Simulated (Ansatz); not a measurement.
## Run report: SnO2, molecular dynamics (part 3 of 3)

SnO2 (P1, 24 atoms in the cell); DFT PBE, scalar-relativistic, plane waves, PAW, PAW set soft_1, no spin polarisation (Ansatz 0.2.0); cutoff 420 eV, 2×2×2 k-mesh, Fermi–Dirac smearing of 0.3 eV. The structure derives from a Materials Project entry. It belongs to a series of runs on one base structure; here: dynamics from the last frame of the run before.

Geometry of the input (Å; fractional positions):
```
-4.8429  -4.8429  0.0000
4.8429  -4.8429  0.0000
0.0000  0.0000  6.5202
Sn -0.0464  0.4882  0.2112
Sn 0.4964  0.5315  -0.0193
O  -0.0236  0.1489  0.2179
O  0.0165  0.7837  0.1864
O  0.1970  0.4840  -0.0265
O  0.7966  0.4676  -0.0158
Sn 0.0734  0.4948  0.6890
Sn 0.4711  0.5579  0.4458
O  0.0081  0.2271  0.7024
O  0.1106  0.8102  0.7086
O  0.1846  0.5446  0.4162
O  0.8202  0.5685  0.4879
Sn 0.5633  0.0294  0.2470
Sn 0.0083  -0.0291  -0.0341
O  0.4912  0.7352  0.2220
O  0.5104  0.3395  0.1904
O  0.7348  0.0191  -0.0096
O  0.3056  0.0050  -0.0111
Sn 0.4715  0.0376  0.7308
Sn -0.0270  -0.0426  0.4605
O  0.4889  0.7719  0.7269
O  0.4261  0.3292  0.7531
O  0.6960  0.0501  0.5362
O  0.3423  0.0021  0.4331
```

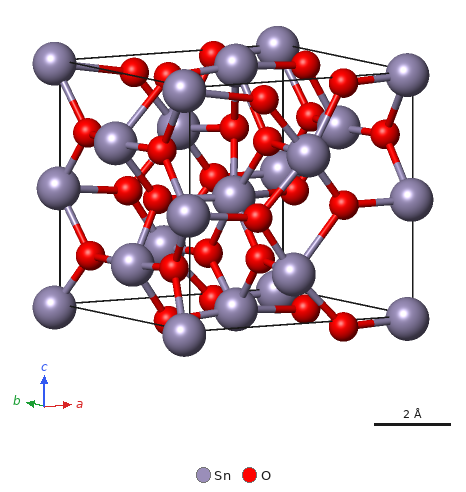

The geometry at step 149 of the log (ball-and-stick view of the cell of the calculation, seen at an oblique angle).

## Trajectory as extended XYZ (Å, eV, eV/Å), 8 of the 261 frames kept, from step=0 to step=260
```
24
Lattice="-4.8429 -4.8429 0.0000 4.8429 -4.8429 0.0000 0.0000 0.0000 6.5202" Properties=species:S:1:pos:R:3:forces:R:3 step=0 time_fs=0.0 energy=-57262.21095 temperature=2100.0
Sn    2.5891   -2.1398    1.3769   -2.6139  -1.5027   1.6663
Sn    0.1696   -4.9782   -0.1256    1.1306  -1.3017  -3.3793
O     0.8355   -0.6066    1.4206    1.5465  -1.9059   1.8915
O     3.7155   -3.8751    1.2154   -0.0449   1.2788   2.2191
O     1.3898   -3.2980   -0.1730    1.5638   0.0924   0.9390
O    -1.5936   -6.1226   -0.1029    2.1471   0.7526  -3.7658
Sn    2.0409   -2.7521    4.4925    1.7638   0.5821   2.4100
Sn    0.4201   -4.9834    2.9064   -2.9745  -0.6015   3.2452
O     1.0607   -1.1392    4.5797   -2.5792   2.9775  -0.2885
O     3.3881   -4.4590    4.6200    1.9847   1.5659  -0.4373
O     1.7433   -3.5316    2.7139   -1.0576   0.2404  -0.0493
O    -1.2190   -6.7252    3.1809    0.4533   0.8136  -0.2649
Sn   -2.5855   -2.8706    1.6107    2.2784   0.0973  -2.1796
Sn   -0.1808    0.1006   -0.2226   -0.6444  -3.8342  -1.8479
O     1.1814   -5.9393    1.4474   -0.6862  -1.0751  -2.1029
O    -0.8276   -4.1157    1.2412   -1.3726   1.2837   4.3455
O    -3.4659   -3.6510   -0.0629    2.8069   3.1591  -1.2010
O    -1.4557   -1.5043   -0.0723   -0.1407  -1.1626   0.2403
Sn   -2.1017   -2.4655    4.7652    3.8124  -1.4561   0.8585
Sn   -0.0753    0.3373    3.0028   -1.2611  -2.7198   0.4491
O     1.3704   -6.1061    4.7396   -6.5136   5.1495  -0.0399
O    -0.4694   -3.6580    4.9106    0.1554  -1.8640  -2.3904
O    -3.1281   -3.6136    3.4960   -1.6625  -1.2641  -2.1617
O    -1.6474   -1.6678    2.8240    1.9085   0.6949   1.8441
24
Lattice="-4.8429 -4.8429 0.0000 4.8429 -4.8429 0.0000 0.0000 0.0000 6.5202" Properties=species:S:1:pos:R:3:forces:R:3 step=37 time_fs=37.0 energy=-57264.00456 temperature=2501.4
Sn    2.4177   -2.2069    1.3644    3.2360  -2.1152   1.1095
Sn    0.2009   -4.9574   -0.2067   -1.8463   0.7201  -1.1173
O     1.1478   -0.8105    1.6926   -1.2997   1.6762  -1.5852
O     4.0831   -3.6831    1.5016   -0.5045  -0.0666  -3.1070
O     1.4912   -3.2180   -0.2158   -0.8784  -0.2682   2.5893
O    -1.4526   -6.2339   -0.2401    0.2801   0.0662   0.2955
Sn    1.9035   -2.5465    4.5511    4.0154   0.6572  -0.0857
Sn    0.3009   -5.0483    2.8730    0.8458  -3.4058   4.5162
O     0.8114   -0.7969    4.5860    1.8367  -1.3361   0.1418
O     3.8155   -3.8835    4.6121    0.0672  -0.2626   1.3852
O     1.4527   -3.4186    2.9106    1.3968   1.8699  -2.8141
O    -1.1966   -6.4905    3.2424   -1.8366  -0.3358  -1.2100
Sn   -2.5344   -2.7161    1.6349    3.9115   0.4203  -1.3549
Sn    0.0597   -0.0620   -0.2357   -2.1613   1.0167   0.3544
O     1.4900   -5.7523    1.2596   -1.8991   0.8880   0.2922
O    -0.8807   -4.1003    1.8866   -3.6121   2.4646  -5.4223
O    -3.0035   -3.5593   -0.2284   -2.6480  -1.3620   1.8550
O    -1.2452   -1.8060   -0.0036    0.6977   0.9552  -0.3429
Sn   -2.1736   -2.6660    4.7771    1.3481   1.7708  -0.6431
Sn   -0.0611    0.1154    2.9585   -2.1448  -0.4405   3.7591
O     1.2558   -5.0902    4.6346    2.2756  -3.4544   0.7946
O    -0.7161   -4.0005    4.5126   -1.1652   0.6277   1.7887
O    -3.6537   -3.0133    3.2321    0.6024  -0.7534   0.7338
O    -1.3127   -1.6617    3.2600   -0.5173   0.6677  -1.9327
24
Lattice="-4.8429 -4.8429 0.0000 4.8429 -4.8429 0.0000 0.0000 0.0000 6.5202" Properties=species:S:1:pos:R:3:forces:R:3 step=74 time_fs=74.0 energy=-57265.44121 temperature=2170.6
Sn    2.5024   -2.3475    1.3635    0.0681   0.4810  -0.1102
Sn    0.0802   -4.8728   -0.3803    2.3903  -1.9088   3.1720
O     1.1352   -0.7572    1.4569   -1.2627   0.5222   0.0875
O     4.0664   -3.7384    1.2176   -0.6018  -1.0918   1.6884
O     1.2507   -3.1176   -0.0555    0.6040  -0.1156  -2.2507
O    -1.3931   -6.4001   -0.4092   -0.9889  -0.3342   0.6863
Sn    2.1701   -2.4240    4.6556    1.5300   0.0776  -0.6159
Sn    0.0971   -5.2212    3.0998    3.4170   0.2500  -2.8125
O     1.0461   -0.5692    4.5265    0.6928  -1.6325   1.2165
O     4.0537   -3.5626    4.6520   -1.2394  -1.6598  -0.5337
O     1.1723   -3.1592    2.8491    1.0964  -0.6042   1.6532
O    -1.6463   -6.0769    2.9792   -0.8445  -2.4076  -0.0629
Sn   -2.2391   -2.4853    1.4902   -2.3856  -1.9890  -2.4801
Sn    0.1095   -0.1445   -0.2010    0.4516   2.4483   0.1883
O     1.0591   -5.6354    1.3112    1.1227  -1.1703   0.6102
O    -1.0356   -4.1623    1.0486   -1.1392   1.2110   2.8787
O    -3.2521   -3.2535   -0.1847   -1.4018  -1.2092   1.2038
O    -1.0849   -1.8087   -0.2808    0.3546   1.3140   0.8810
Sn   -2.2254   -2.6229    4.8246   -0.7288  -0.0987  -2.1794
Sn   -0.2660   -0.0693    3.1206    1.4591   2.8783  -2.0857
O     1.5732   -5.6794    4.8189   -2.1709   2.0654  -0.2977
O    -0.8560   -4.3656    4.5664   -1.9387   3.4145  -0.7681
O    -3.4506   -2.8122    3.2420   -0.8622  -2.0289  -1.8848
O    -1.4063   -1.6813    3.0030    2.3780   1.5884   1.8161
24
Lattice="-4.8429 -4.8429 0.0000 4.8429 -4.8429 0.0000 0.0000 0.0000 6.5202" Properties=species:S:1:pos:R:3:forces:R:3 step=111 time_fs=111.0 energy=-57266.70954 temperature=2192.3
Sn    2.5118   -2.4507    1.3161   -3.6938  -1.6140   0.4244
Sn    0.0214   -4.8742   -0.2781    0.4267   1.6427   1.7326
O     0.7938   -0.9388    1.4653    0.9808  -1.2499   0.7973
O     3.4298   -4.3034    1.5434    0.7541   1.2943  -0.7000
O     1.2789   -3.1828   -0.3266    0.7115  -0.1535   1.2947
O    -1.3972   -6.3329   -0.1320    0.0088  -0.4461  -1.3535
Sn    2.5663   -2.4101    4.6534   -4.0156   0.2165   1.1708
Sn    0.0793   -5.2672    3.1072   -0.9412   4.7773  -2.9325
O     1.1724   -0.6930    4.8365   -0.0545  -0.4482  -1.7023
O     3.5741   -4.0660    4.9362    2.4374  -0.8926  -1.1207
O     1.3843   -3.5304    3.3694    0.1842   0.3763  -1.6839
O    -1.6150   -6.4496    2.9537    1.7384   0.8435   0.6699
Sn   -2.1563   -2.3848    1.2933   -1.5719  -0.9943   2.7063
Sn    0.1449    0.0169   -0.1455   -1.9268  -1.3847   0.0856
O     1.0303   -5.8829    1.4611   -0.1246   0.4519  -0.7932
O    -1.0725   -4.0996    1.4214    1.3015  -0.5088  -0.5678
O    -3.7384   -3.1729   -0.0359    2.8127   2.0586  -0.9917
O    -1.3913   -1.4460   -0.2614   -0.6989  -1.0923  -0.8768
Sn   -2.3982   -2.5232    4.6755   -1.0421  -0.9926  -0.0410
Sn   -0.2105    0.0380    3.1043    1.9650  -0.6715   0.8915
O     0.9648   -5.9138    4.6538    0.3437  -1.0303   2.2159
O    -1.0327   -3.9557    4.6404    1.1583  -2.4416   0.7201
O    -3.3499   -3.5240    2.7881   -0.4604   1.2338   1.9299
O    -1.2457   -1.7519    3.2583   -0.2934   1.0256  -1.8755
24
Lattice="-4.8429 -4.8429 0.0000 4.8429 -4.8429 0.0000 0.0000 0.0000 6.5202" Properties=species:S:1:pos:R:3:forces:R:3 step=149 time_fs=149.0 energy=-57266.57331 temperature=2015.1
Sn    2.2532   -2.6023    1.3999    2.6641   0.6078   0.1653
Sn    0.0078   -4.8320    0.0122   -0.9901  -1.6854  -5.1352
O     0.7661   -1.2595    1.5172    0.6729   1.1134  -0.4230
O     3.8692   -4.3373    1.3837   -2.0104   2.0557   1.4270
O     1.5193   -3.5379   -0.1816   -0.0872  -0.0652  -1.2299
O    -1.4332   -6.6009   -0.1487    0.3439   0.9908   1.7917
Sn    2.6743   -2.4229    4.6557   -0.6439  -0.4670  -0.6716
Sn    0.1008   -4.9527    2.9967   -0.1021  -0.6659   2.7766
O     1.0572   -1.1154    4.6774   -0.2149   0.7780  -0.0099
O     3.9098   -4.2056    4.6860   -0.5726   1.2541   1.9532
O     1.8342   -3.5985    3.0445   -2.4210  -1.4734   1.2643
O    -1.0280   -6.9638    2.9659   -1.3147   1.9377  -1.4647
Sn   -2.2278   -2.3712    1.3103   -1.2851   0.6607  -1.6462
Sn    0.1211    0.1055   -0.0823    0.5242  -3.3641  -3.5530
O     1.0534   -5.8896    1.3576   -1.0026   0.8075   1.0391
O    -0.9159   -3.8425    1.5097    1.1110  -1.9899   0.0527
O    -3.3390   -3.3356   -0.1721    0.1527  -0.6535   0.0286
O    -1.6275   -1.5544   -0.4594    1.0166   0.2780   0.2798
Sn   -2.5937   -2.5164    4.4847    2.5930   2.1742   4.0657
Sn    0.0214    0.0606    3.1011    0.0407  -2.7505  -0.6701
O     0.4035   -6.1489    4.6947    3.1445   0.1692   0.4166
O    -1.0248   -4.2141    4.6091   -0.5504   1.3826   0.4172
O    -3.3169   -3.4624    3.0689   -0.8881  -1.5144  -3.6396
O    -1.4472   -1.5819    2.8898   -0.1805   0.4197   2.7656
24
Lattice="-4.8429 -4.8429 0.0000 4.8429 -4.8429 0.0000 0.0000 0.0000 6.5202" Properties=species:S:1:pos:R:3:forces:R:3 step=186 time_fs=186.0 energy=-57266.58062 temperature=1997.7
Sn    2.2092   -2.7157    1.5228    1.3212   1.3632  -2.6763
Sn   -0.0486   -4.9635   -0.1137   -0.1213   0.4680   0.1373
O     0.9851   -1.0072    1.3773   -0.3649  -0.8138   0.1788
O     3.9758   -3.6469    1.5601    1.5927  -2.9997  -0.7506
O     1.6277   -3.7419   -0.5471    0.0928   1.2032   2.2742
O    -1.4643   -6.4093    0.0004   -0.7020  -0.3545  -1.4495
Sn    2.6774   -2.4566    4.6510    0.6554   1.2468   1.8956
Sn    0.0366   -4.7214    3.1774    1.6832  -3.2743  -2.7360
O     1.0143   -1.1762    4.5589   -0.6443   0.9551   1.1592
O     4.4090   -3.6262    4.8816   -0.1374  -0.5430  -1.8351
O     1.6909   -3.4702    3.2761   -1.7118  -1.6271  -0.9241
O    -1.5403   -6.3763    2.9001    0.6768   0.6383   1.2568
Sn   -2.3740   -2.3184    1.2833    1.2215  -0.9261   0.0605
Sn    0.0746   -0.0800   -0.2284    1.4039   0.6551   0.8522
O     1.0374   -5.7794    1.5673   -0.5748   0.7180  -1.1336
O    -0.6451   -3.8468    1.4944   -0.2956   1.4046  -0.6851
O    -2.7889   -3.7781   -0.3177   -1.8218   1.4917   0.5330
O    -1.2259   -1.5972   -0.2115   -1.1950  -0.0956  -0.7718
Sn   -2.6043   -2.4685    4.5301    1.6558  -2.0182  -0.0206
Sn    0.1697   -0.1539    3.0521   -1.1338   1.5752  -0.6111
O     0.9055   -5.8937    4.7899   -1.3510   0.4294  -0.4165
O    -1.1485   -4.0109    4.3862   -1.0288   1.2311   3.3713
O    -3.2457   -3.4832    2.5905   -0.4828  -0.3177   3.1481
O    -1.7004   -1.2314    3.1648    1.2618  -0.4097  -0.8563
24
Lattice="-4.8429 -4.8429 0.0000 4.8429 -4.8429 0.0000 0.0000 0.0000 6.5202" Properties=species:S:1:pos:R:3:forces:R:3 step=223 time_fs=223.0 energy=-57266.43106 temperature=2046.3
Sn    2.3611   -2.7198    1.4458    0.3726  -0.8184   0.2224
Sn   -0.1045   -5.0198   -0.2851    2.3428   1.1319   2.9710
O     1.0802   -1.1743    1.3628   -0.7331   0.8528  -0.2127
O     4.2122   -4.1053    1.3332   -1.8217   1.2889   0.9738
O     1.6158   -3.4978   -0.1995    0.5506  -0.2661  -1.1327
O    -1.6939   -6.2297   -0.1222    1.0259   0.0617   1.0023
Sn    2.6870   -2.4037    4.7629   -1.6139  -2.0982  -1.1806
Sn   -0.1160   -4.7517    3.2051    0.3515   1.5939  -2.4479
O     0.9988   -1.1398    4.6625   -1.1743   0.4246   0.4682
O     4.4093   -3.5481    4.5748   -1.0043  -1.2461   0.3545
O     1.5015   -3.4469    3.1881    1.8967   1.2046  -0.0131
O    -1.8919   -5.6790    3.3813    1.7096  -1.8428  -0.7828
Sn   -2.4359   -2.3364    1.3196    1.3885   0.4216   2.0218
Sn    0.0851   -0.2106   -0.3234    0.5891   1.3081   0.4711
O     0.8405   -5.6613    1.3728    0.4377  -1.1283   1.0165
O    -0.5769   -3.4296    1.5216   -1.3555  -1.5460   0.0338
O    -3.3933   -3.3807   -0.0402    0.2918  -0.1509  -2.0644
O    -1.5130   -1.4124   -0.4508   -0.8786   0.5399   1.6347
Sn   -2.4736   -2.4902    4.6474   -0.1091   0.5840   0.2673
Sn    0.2423   -0.2655    2.9667   -0.4332   1.2732   0.2653
O     1.0843   -5.6122    4.6007   -1.0155  -1.1618   0.8713
O    -0.7993   -3.5977    5.1797   -0.6160  -0.0947  -3.4321
O    -3.2388   -3.4257    3.0841    0.0162  -0.0407  -1.5404
O    -1.5267   -1.3627    3.0275   -0.2179  -0.2914   0.2325
24
Lattice="-4.8429 -4.8429 0.0000 4.8429 -4.8429 0.0000 0.0000 0.0000 6.5202" Properties=species:S:1:pos:R:3:forces:R:3 step=260 time_fs=260.0 energy=-57265.84437 temperature=2360.1
Sn    2.6012   -2.7136    1.4001   -1.7140   3.5831   0.7423
Sn    0.0542   -4.8817   -0.1904    1.7542  -1.8440  -1.7505
O     0.8226   -1.1630    1.1959    0.7970  -0.7258   1.3360
O     3.7320   -4.1868    1.4889    3.6647  -1.8194  -0.3461
O     1.6377   -3.5488   -0.2473    0.0025   0.6512   0.2229
O    -1.5527   -6.2010    0.0336   -0.4242  -1.2557  -1.8251
Sn    2.5890   -2.4699    4.7819   -0.1780  -0.6829  -1.2625
Sn   -0.1734   -4.6759    2.9957    2.1436  -1.9375  -0.0976
O     0.8015   -1.1836    4.7849    2.4578  -1.4871  -2.3226
O     3.8046   -4.3776    4.4009   -0.1811   2.0684   1.8834
O     1.6452   -3.3117    3.0076   -1.9368  -0.7455   0.9254
O    -1.4521   -6.2804    3.2354   -1.1178  -0.0779  -1.0534
Sn   -2.4449   -2.3292    1.5083   -0.9609  -0.1379  -0.4691
Sn    0.0645   -0.1666   -0.3177   -2.6564   3.0778   0.6128
O     0.7341   -5.9317    1.6412    0.2537   0.5528  -0.8654
O    -0.9930   -4.0218    1.2257   -1.3288   2.4760   1.1642
O    -3.7605   -3.0152   -0.4629    0.3892  -2.7358   2.1055
O    -2.0075   -0.9976   -0.0125    1.5913  -2.7788  -1.6718
Sn   -2.3552   -2.4252    4.7858   -0.6277   1.6966  -1.1188
Sn    0.2284   -0.2082    2.9041   -2.4106  -1.2963   0.9621
O     0.6347   -5.9582    4.6278    1.0328   1.0025  -0.1658
O    -0.5990   -3.6544    4.5723   -2.1636   0.7487   3.1928
O    -3.3430   -3.6197    2.9259    2.2779   2.1106   0.4325
O    -1.3583   -1.6809    3.1033   -0.6649  -0.4434  -0.6316
```

## Summary

| quantity | value |
| --- | --- |
| outcome | finished |
| mean temperature over the second half | 2032 K |
| trajectory | 260 steps, 260 fs |
| ensemble | nvt_nose_hoover |
| temperature in the input | 2100.0 K |
| time step | 1 fs |
| space group of the start (tolerance 0.01 Å) | P1 (1) |
| electrons treated | 208 |
| potential energy (free energy of the electrons) (last step) | −57265.8444 eV |
| Fermi energy (last step) | 9.684 eV |
| largest force (length of the vector) (last step) | 4.112 eV/Å |
| wall time | 35 min (CPU time 69 min) |
| peak memory | 1 GiB |

## Remarks

The input asks for low accuracy. So short a trajectory is not equilibrated.
